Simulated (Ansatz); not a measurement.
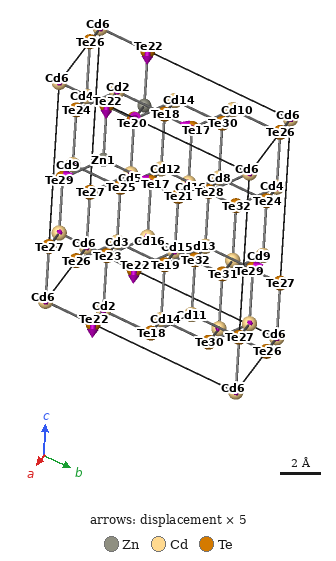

This is a relaxation of a defect cell of composition ZnCd15Te16. The starting structure is drawn; purple arrows show the displacements, magnified 5 times.

A ball-and-stick model of the cell of the calculation, seen slightly off an axis.

All numbers below come from Ansatz 0.2.0, DFT PBEsol, scalar-relativistic, plane waves, PAW. Settings: plane-wave cutoff 420 eV; k-point mesh 2 × 2 × 2; occupations gaussian; smearing width 0.02 eV; mesh shifted by (0.5, 0.5, 0.5); no spin polarisation; atoms relaxed in a fixed cell; force threshold 0.03 eV/Å; at most 40 steps.

What did the optimiser do to the structure, and how much energy did it gain?

Answer. The largest moves, 0.15 Å, are those of Te atoms. By element the largest moves are Te 0.15 Å, Cd 0.04 Å. Zn stays in place. The cell stays as it was. Some distances before and after: Te–Zn 2.811 → 2.665 Å, Cd–Te 2.811 → 2.827 Å. Bond angles that change, for instance: Te–Cd–Te 109.5° → 112.2°, Cd–Te–Cd 109.5° → 107.1°, Zn–Te–Cd 109.5° → 111.8°. Over 3 geometry steps the energy falls by 0.220 eV per cell of the calculation. Largest force component: 0.4 eV/Å at the start, 0.0063 eV/Å at the end. Cost: 84 s on 8 threads of Arm Neoverse V2, on a shared host, peak memory 3.6 GiB.
